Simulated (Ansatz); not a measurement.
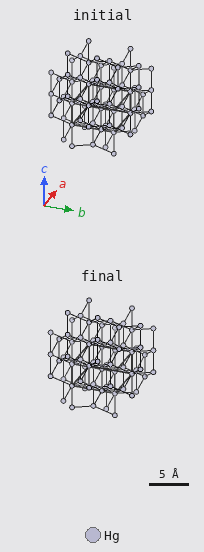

The structure of solid Hg (set up in I4_1/amd) before (top) and after (bottom) a relaxation, at one scale.

The picture is a ball-and-stick view of the conventional cell (2 times the calculation's cell), repeated 1 × 1 × 2 with one cell outlined, seen from a free direction. Lengths and directions refer to the drawn axes.

Level of theory: DFT PBE, scalar-relativistic, plane waves, PAW (Ansatz 0.2.0). Set-up: plane-wave cutoff 420 eV; k-point mesh 16 × 16 × 16; occupations gaussian; smearing width 0.1 eV; no spin polarisation; cell and atoms relaxed; force threshold 0.005 eV/Å; at most 80 steps.

Q: Summarise the run.

A: The atoms keep their places relative to the cell (all moves are under 0.005 Å). The drawn cell changes as follows: a = b 5.860 → 6.011 Å (+2.6 %), c 3.145 → 3.205 Å (+1.9 %); the volume changes by +7.2 %. Some distances before and after: Hg–Hg 3.033 → 3.110 Å, Hg–Hg 3.145 → 3.205 Å. The space group stays I4_1/amd (No. 141). After 3 accepted moves (4 points after the start) the energy has fallen by 8.2 meV per atom. All forces vanish by symmetry, so only the cell relaxes. The pressure goes from 1.48 to −0.01 GPa. The SCF was repeated once at an unchanged geometry on a basis and grid sized afresh for the cell, which shifted the energy by 0.5 meV per atom at most.
